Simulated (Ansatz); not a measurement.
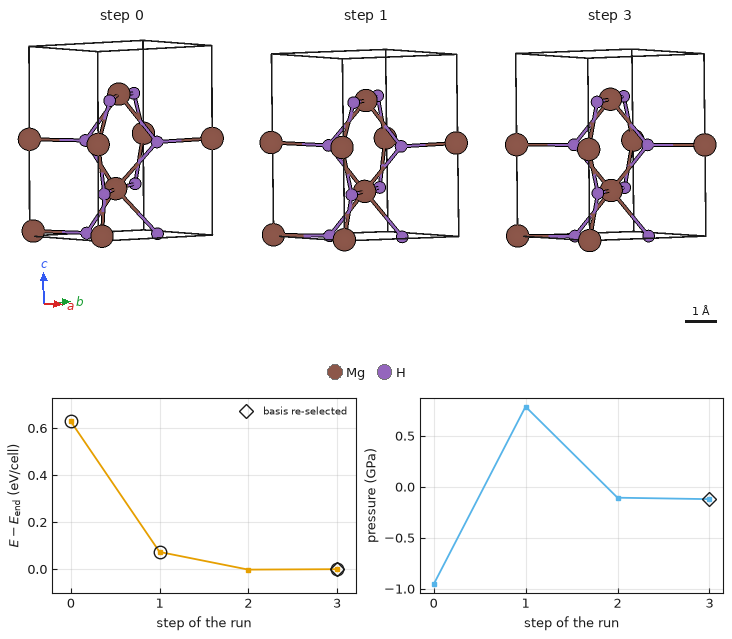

Frames of a relaxation of a crystal of MgH2 (a generated structure, set up in P1) (coarse preliminary run), marked on the history of the run. A ball-and-stick model of the cell of the calculation, seen from a free direction.

Method: DFT PBE, scalar-relativistic, plane waves, PAW (Ansatz). Settings: plane-wave cutoff 420 eV; k-point mesh 4 × 4 × 2; occupations gaussian; smearing width 0.1 eV; no spin polarisation; cell and atoms relaxed; force threshold 0.025 eV/Å; at most 60 steps.

Describe the path.

The largest move relative to the cell is that of a Mg atom, 0.22 Å along +b. By element the largest moves are Mg 0.22 Å, H 0.16 Å. Cell: a unchanged at 4.520 Å, b 4.517 → 4.520 Å (+0.1 %), c 6.265 → 6.032 Å (−3.7 %), α 88.8° → 90.0°, β 90.4° → 90.0°, γ 93.3° → 90.1°. Volume −3.5 %. Among the contacts that change: H–Mg 2.246 → 1.961 Å, H–Mg 2.209 → 1.960 Å, H–Mg 2.174 → 1.947 Å, H–Mg 2.137 → 1.947 Å. Bond angles that change, for instance: H–Mg–H 165.6° → 179.8°, H–Mg–H 167.9° → 179.9°, Mg–H–Mg 112.0° → 100.8°. Within 0.06 Å the space group is P1 at the start and P4_2/mnm at the end; at a tighter tolerance small leftover displacements or strains of the cell lower it. The energy falls by 0.629 eV per cell of the calculation in 2 accepted moves (3 points after the start). The largest force component goes from 1.1 to 0.0092 eV/Å. The pressure goes from −0.96 to −0.12 GPa. At 1 point the geometry stayed and the basis and grid were re-selected for the new cell (energy shift of 1.9 meV per cell of the calculation at most each time). From step 0 to 1: an H atom moves most (0.19 Å), volume −5.0 %, energy −0.555 eV per cell of the calculation. From step 1 to 3: a Mg atom moves most (0.10 Å), volume +1.6 %, energy −73.3 meV per cell of the calculation.
